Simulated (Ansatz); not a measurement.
System: C, space group Fmmm (No. 69).

Starting cell:
```yaml
crystal:
  lattice:
    - [2.44555, 0.00000, 0.00000]
    - [0.00000, 4.23347, 0.00000]
    - [0.00000, 0.00000, 6.73532]
  atoms:
    - { symbol: C, position: [0.50000, 0.66670, 0.50000] }
    - { symbol: C, position: [0.00000, 0.83330, 0.50000] }
    - { symbol: C, position: [0.50000, 0.16670, 0.00000] }
    - { symbol: C, position: [0.00000, 0.33330, 0.00000] }
    - { symbol: C, position: [0.00000, 0.66670, 0.00000] }
    - { symbol: C, position: [0.50000, 0.83330, 0.00000] }
    - { symbol: C, position: [0.00000, 0.16670, 0.50000] }
    - { symbol: C, position: [0.50000, 0.33330, 0.50000] }
```

Input of one of the runs behind the figure:
```
crystal:
  lattice:
    - [2.4455497234, 0.0, 0.0]
    - [0.0, 4.2334729555, 0.0]
    - [0.0, 0.0, 6.7353219677]
  atoms:
    - { symbol: C, position: [0.5, 0.6666982411, 0.5] }
    - { symbol: C, position: [0.0, 0.8333017589, 0.5] }
    - { symbol: C, position: [0.5, 0.1666982411, 0.0] }
    - { symbol: C, position: [0.0, 0.3333017589, 0.0] }
    - { symbol: C, position: [0.0, 0.6666982411, 0.0] }
    - { symbol: C, position: [0.5, 0.8333017589, 0.0] }
    - { symbol: C, position: [0.0, 0.1666982411, 0.5] }
    - { symbol: C, position: [0.5, 0.3333017589, 0.5] }
basis:
  ecutwfc: 420
kpoints:
  mp_grid: { grid: [14, 8, 6] }
hamiltonian:
  xc: lda
scf:
  occupations: { method: gaussian, width: 0.1 }
output:
  forces: true
  stress: true
  eigenvalues: true
  write_density: true
  write_potential: true
  elf: true
  volumetric_format: npy
```

Launched with:
```bash
ansatz run input.yaml --threads 1 --pin off --max-ram 2560MiB --backend cpu --events-out ev --progress --plain --runs-dir out
```

How it was computed, with Ansatz 0.2.0: energy, stress and cell of a relaxed crystal along a series of strains, atoms and what the cell freedom names relaxed within the symmetry; stress is positive in compression; plane waves with PAW datasets, Γ-centred k mesh; energies extrapolated to zero smearing. Level: LDA, no spin polarisation.

- wave cutoff: 420 eV
- k mesh: 14×8×6
- occupations: Gaussian
- smearing width: 0.1 eV
- strain kind: shear ca
- cell freedom: cell held, c moved along a by strain times its height

Describe the result: the energy change and stress xx against strain. The strain takes the values −3, −2, −1, 0, 1, 2, 3 %.

The energy change is 0.18 meV/atom at strain −3 % and 0.18 meV/atom at 3 %; the lowest computed point is at strain 0 % (0.00 meV/atom). The stress xx goes from 0.10 GPa at strain −3 % to 0.10 GPa at 3 %, not monotonically, with a high of 0.15 GPa at 0 %. The solid is metallic at every point.

| strain (%) | energy change (meV/atom) | stress xx (GPa) |
| --- | --- | --- |
| −3 | 0.18 | 0.10 |
| −2 | 0.08 | 0.12 |
| −1 | 0.02 | 0.13 |
| 0 | 0.00 | 0.15 |
| 1 | 0.02 | 0.13 |
| 2 | 0.08 | 0.12 |
| 3 | 0.18 | 0.10 |

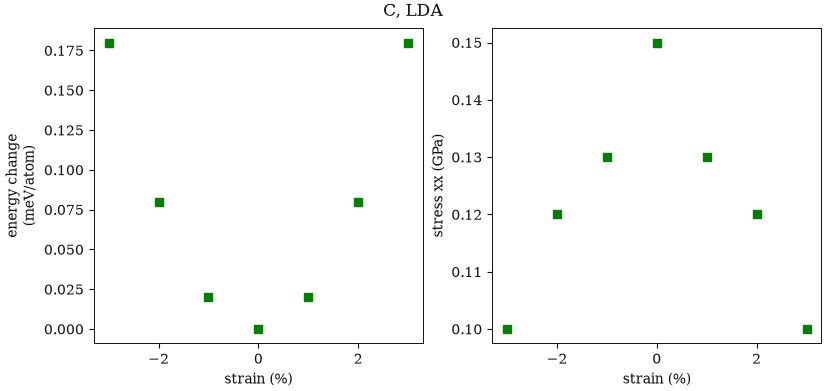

Keep in mind: given cell holds a small stress on this mesh.
